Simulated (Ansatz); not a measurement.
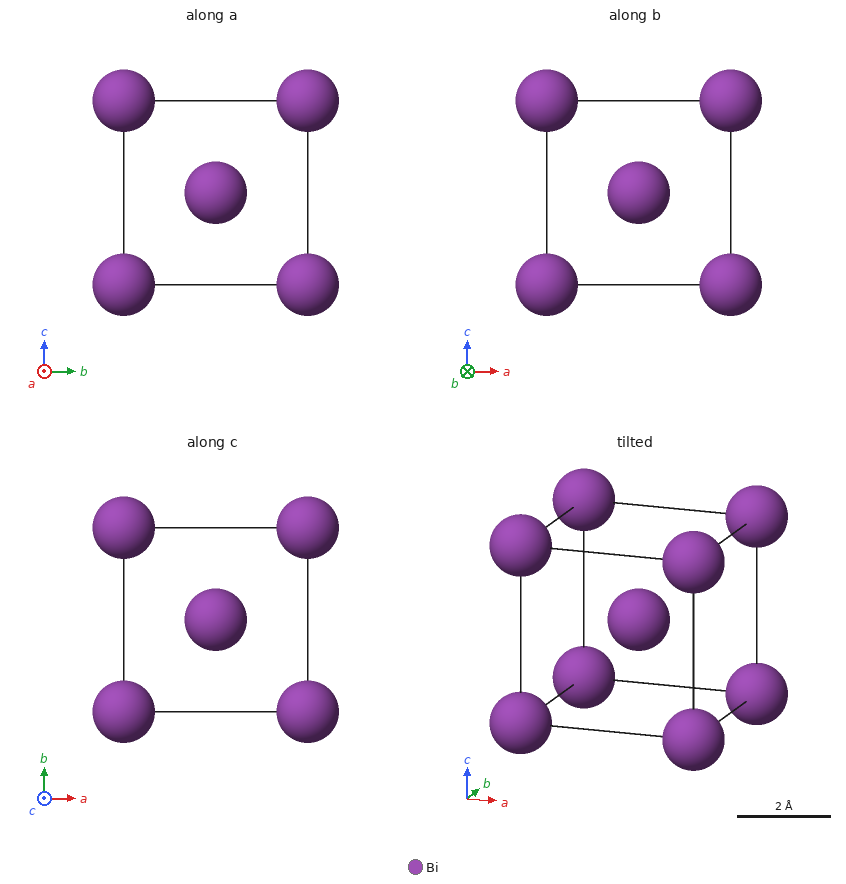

Spheres-only drawing of the structure, looking along the a axis, along the b axis, along the c axis and slightly off an axis. Thin lines show the conventional unit cell, with boundary atoms drawn in all their periodic places.

Lattice parameters: a = 3.9773 Å, b = 3.9773 Å, c = 3.9773 Å, α = 90.000°, β = 90.000°, γ = 90.000°.

> Record the structure as a CIF with its space group and independent sites.

```cif
data_structure
_symmetry_space_group_name_H-M 'I m -3 m'
_symmetry_Int_Tables_number 229
_cell_length_a 3.9773
_cell_length_b 3.9773
_cell_length_c 3.9773
_cell_angle_alpha 90.000
_cell_angle_beta 90.000
_cell_angle_gamma 90.000
_cell_volume 62.92
loop_
_atom_site_label
_atom_site_type_symbol
_atom_site_symmetry_multiplicity
_atom_site_Wyckoff_symbol
_atom_site_fract_x
_atom_site_fract_y
_atom_site_fract_z
_atom_site_occupancy
Bi1 Bi 2 a 0.0000 0.0000 0.0000 1
```

The model was built from a structure type filled with this element by a generator (whether the element takes this form wasn't checked). The cell was then strained or its atoms displaced on purpose. A calculation with Ansatz used it as input.
